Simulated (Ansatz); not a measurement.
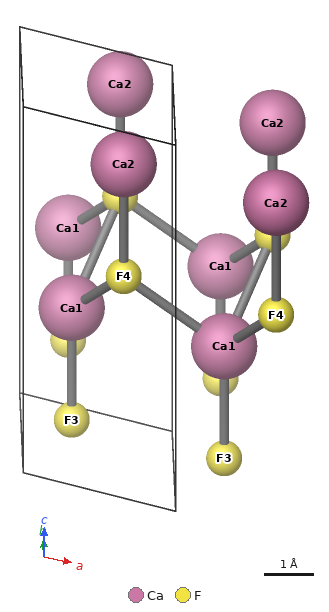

Reference structure: a symmetric starting cell of CaF (made from another compound by putting F in place of Br). The picture is a ball-and-stick view of the cell of the calculation, repeated 2 × 2 × 1 with one cell outlined, seen from a free direction.

Level of theory: DFT PBEsol, scalar-relativistic, plane waves, PAW (Ansatz 0.2.0). (plane-wave cutoff 420 eV; k-point mesh 15 × 15 × 6; occupations gaussian; smearing width 0.1 eV; no spin polarisation)

Change: All lengths are scaled by −3.9 % (volume −11.3 %), the atoms keeping their fractional coordinates. No relaxation follows. The starting cell wasn't computed here and needn't be at equilibrium, so pressure and forces aren't due to the change alone.

### What does the calculation give for the changed structure?

The pressure is −1.2 GPa (not all of it need come from the change, since the unchanged cell can be under pressure at this level too). The principal stresses (compression positive) are −12.2 GPa along c and 4.3 GPa across it. The largest forces, 0.24 eV/Å, act on Ca1, Ca2, F3 and F4; on F3 it points along −c. Among the bonded contacts that change: Ca–F 2.629 → 2.526 Å, Ca–F 2.582 → 2.481 Å. The space group stays P6_3mc (No. 186).

Drawn alike, the variant:

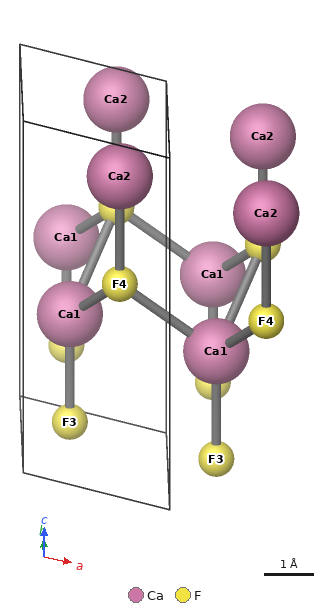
